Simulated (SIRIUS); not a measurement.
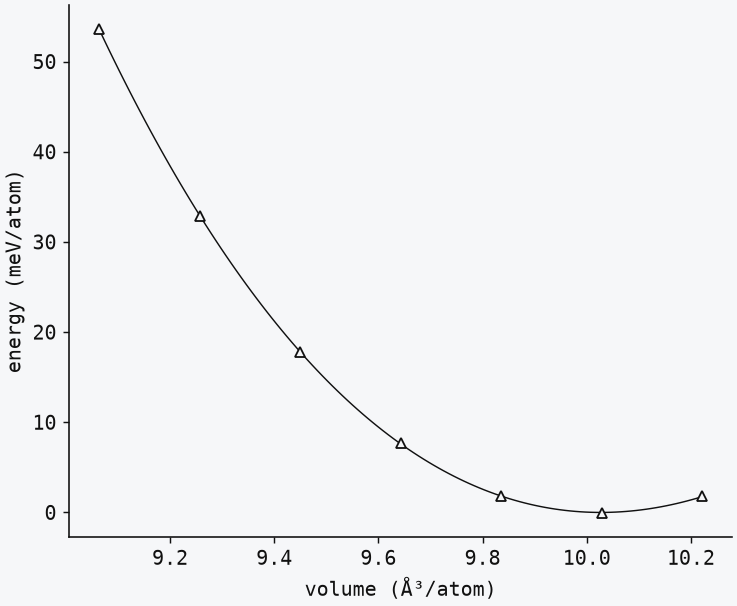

The figure shows the energy against volume.

How it was computed, with SIRIUS 7.12.0: all-electron LAPW DFT, no spin polarisation; energies at scaled volumes of the given cell, shape and fractions fixed, counted from the fit's minimum, third-order Birch-Murnaghan fit. Level: BLYP.

For which of these solids was it computed?
A. Tc, P6_3/mmc (No. 194)
B. CuO, P-6m2 (No. 187)
C. Y, P6_3/mmc (No. 194)

Answer. B, CuO: energy from −0.06 meV/atom to 53.56 meV/atom, V0 10.03 Å³/atom, B0 154 GPa. The others give: Tc, energy from 1 meV/atom to 174 meV/atom, V0 15.04 Å³/atom, B0 268 GPa; Y, energy from 0.00 meV/atom to 23.61 meV/atom, V0 33.34 Å³/atom, B0 38 GPa.

For CuO, limits of the calculation: coarse k mesh; shape and atomic fractions are frozen while scaling, which makes layered, chain and framework solids too stiff.

For Tc, limits of the calculation: shape and atomic fractions are frozen while scaling, which makes layered, chain and framework solids too stiff.

For Y, limits of the calculation: shape and atomic fractions are frozen while scaling, which makes layered, chain and framework solids too stiff.
